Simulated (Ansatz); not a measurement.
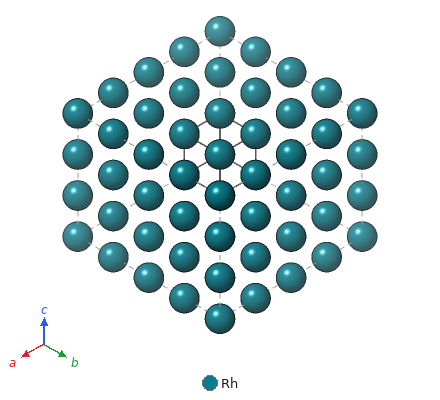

The structure, seen along [111]; the drawing may span several cells.

Given this structure, the input geometry of an electronic-structure calculation (not necessarily at equilibrium); the starting structure was generated, so it need not be a known form of this composition, written in its standard cell:

```
Rh
1.0
     2.55089    0.00000    0.00000
     0.00000    2.55089    0.00000
     0.00000    0.00000    2.55089
Rh
1
Direct
  0.00000 0.00000 0.00000
```

What does the kinematic electron diffraction pattern along [111] look like at 100 kV (B = 0.5 Å²)?

The spots form a hexagonal net with both shortest vectors at d = 1.80 Å, 60.0° apart. They are -1 1 0 and -1 0 1. The pattern has symmetry 6mm. No reflection of this zone is absent.

Strongest reflections with d > 0.80 Å, one of each family (|F|² from tabulated Gaussian fits of the electron scattering factors, times a small damping for the curvature of the Ewald sphere):

```json
{"hkl": "1 0 -1", "d (Å)": "1.804", "I (strongest = 100)": "100"}
{"hkl": "2 -1 -1", "d (Å)": "1.041", "I (strongest = 100)": "24"}
{"hkl": "2 0 -2", "d (Å)": "0.902", "I (strongest = 100)": "15"}
```

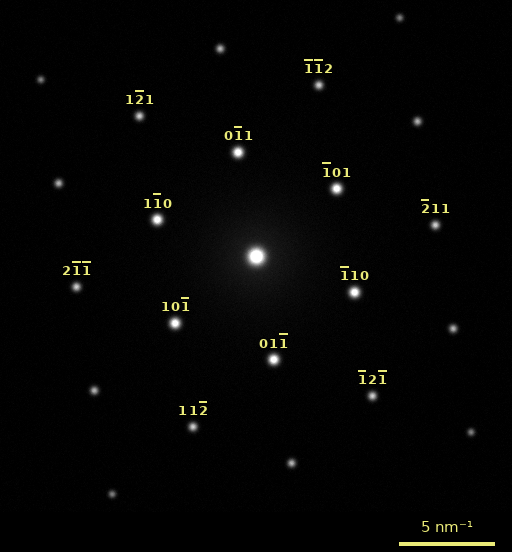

Calculated pattern, seen from the source side with [111] pointing towards the source.
